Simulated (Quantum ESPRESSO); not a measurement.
## Energy of Sn along an even scaling of the cell

System: Sn (1 atom in the cell).
Method: Kohn-Sham DFT of a periodic cell, LDA, GBRV 1.5 LDA, no spin polarisation (Quantum ESPRESSO 7.5).

The 7 runs differ only in the geometry, by an even scaling of the cell at fixed fractional positions. The structure derives from a Materials Project entry.

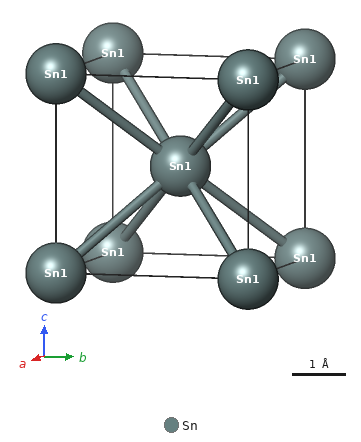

Figure 1. The structure of run 4 (ball-and-stick view of the cell 2 times as large as that of the calculation, set on its symmetry axes, seen slightly off an axis; atoms are numbered from 1 in the order of the input). An atom can appear more than once, as a periodic image.

**Input of run 4**
```
&CONTROL
  calculation = 'scf'
  prefix = 'pwscf'
  outdir = './tmp'
  pseudo_dir = './pseudo'
  tstress = .true.
  disk_io = 'nowf'
/
&SYSTEM
  ibrav = 0
  nat = 1
  ntyp = 1
  ecutwfc = 68
  ecutrho = 544
  nbnd = 13
  occupations = 'smearing'
  smearing = 'fd'
  degauss = 0.00367493
/
&ELECTRONS
  conv_thr = 2d-10
  electron_maxstep = 120
  mixing_beta = 0.5
/
ATOMIC_SPECIES
Sn   118.7100 sn_lda_v1.4.uspp.F.UPF
CELL_PARAMETERS angstrom
  -1.8946518192    1.8946518192    1.8946518192
   1.8946518192   -1.8946518192    1.8946518192
   1.8946518192    1.8946518192   -1.8946518192
ATOMIC_POSITIONS crystal
Sn     0.0000000000    0.0000000000    0.0000000000
K_POINTS automatic
10 10 10 0 0 0
```

Command:
```bash
OMP_NUM_THREADS=1 mpirun -n 2 pw.x -nk 2 -in pw.in > pw.out
```

Lattice vectors (Å) and fractional positions of run 4:
```
  -1.894652    1.894652    1.894652
   1.894652   -1.894652    1.894652
   1.894652    1.894652   -1.894652
Sn  0.000000  0.000000  0.000000
```

Run 5 differs from it as follows:
```diff
-  -1.8946518192    1.8946518192    1.8946518192
-   1.8946518192   -1.8946518192    1.8946518192
-   1.8946518192    1.8946518192   -1.8946518192
+  -1.9071995479    1.9071995479    1.9071995479
+   1.9071995479   -1.9071995479    1.9071995479
+   1.9071995479    1.9071995479   -1.9071995479
```

**Results, with one run withheld**

```tsv
run	volume per atom (Å³)	free energy per atom, from the lowest run given (meV)	pressure (GPa)
1	25.573	0.00	−0.81
2	26.117	3.82	−1.90
3	26.661	11.03	−2.81
4	27.205	21.29	−3.66
5	27.749	?	?
6	28.293	49.44	−5.02
7	28.837	66.84	−5.63
```

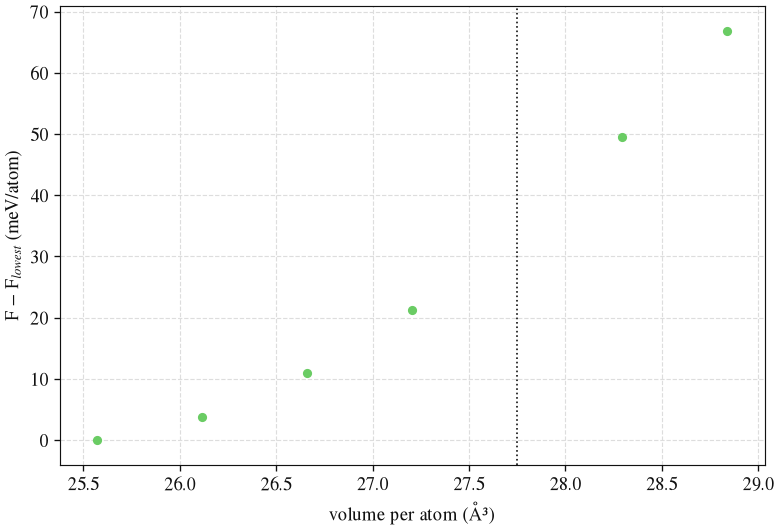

Figure 2. Free energy per atom of the runs given; the dotted line marks run 5.

Fit the runs given and predict run 5.

A cubic polynomial in V^(−2/3) (the Birch–Murnaghan form), fitted to the 6 runs given, misses them by at most 0.02 meV per atom. With x = V^(−2/3) − 0.11091 Å⁻², it reads F = 18.541 − 7380.8 x + 7.0585e+05 x² + 1.7521e+06 x³ (meV per atom). At run 5 it gives 34.18 meV per atom, and the run itself gives 34.16. The slope of the fit gives a pressure −dF/dV of −4.16 GPa there, and the run prints −4.39 GPa. The two needn't agree exactly: the fit is approximate, and the printed stress is taken on a finite basis. The fit has no minimum inside this range.

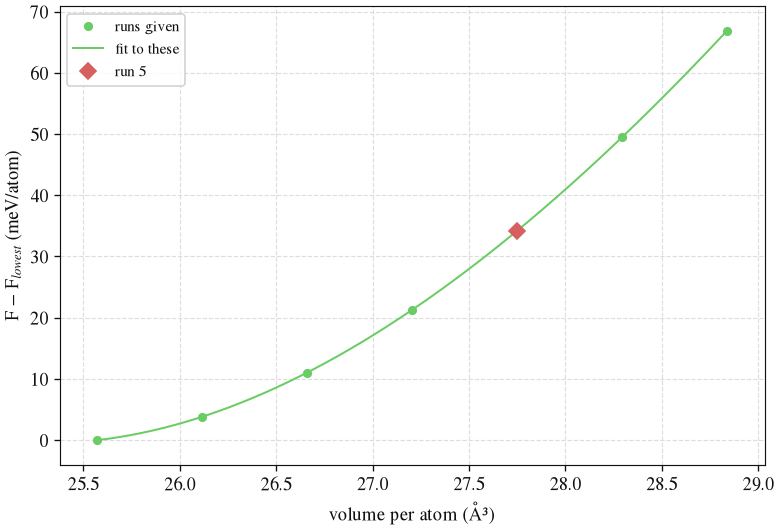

Figure 3. The fit and the withheld run.

**Some lines of the output (run 5)**
```
[...]
     number of k points=    47  Fermi-Dirac smearing, width (Ry)=  0.0037
     total energy              =    -158.61404493 Ry
     total energy              =    -158.89577595 Ry
     total energy              =    -158.89694780 Ry
     total energy              =    -158.89734832 Ry
     total energy              =    -158.89747945 Ry
     total energy              =    -158.89747914 Ry
     total energy              =    -158.89748096 Ry
     total energy              =    -158.89748104 Ry
     the Fermi energy is    10.1665 ev
!    total energy              =    -158.89748104 Ry
     The total energy is F=E-TS. E is the sum of the following terms:
     Computing stress (Cartesian axis) and pressure
          total   stress  (Ry/bohr**3)                   (kbar)     P=      -43.92
```
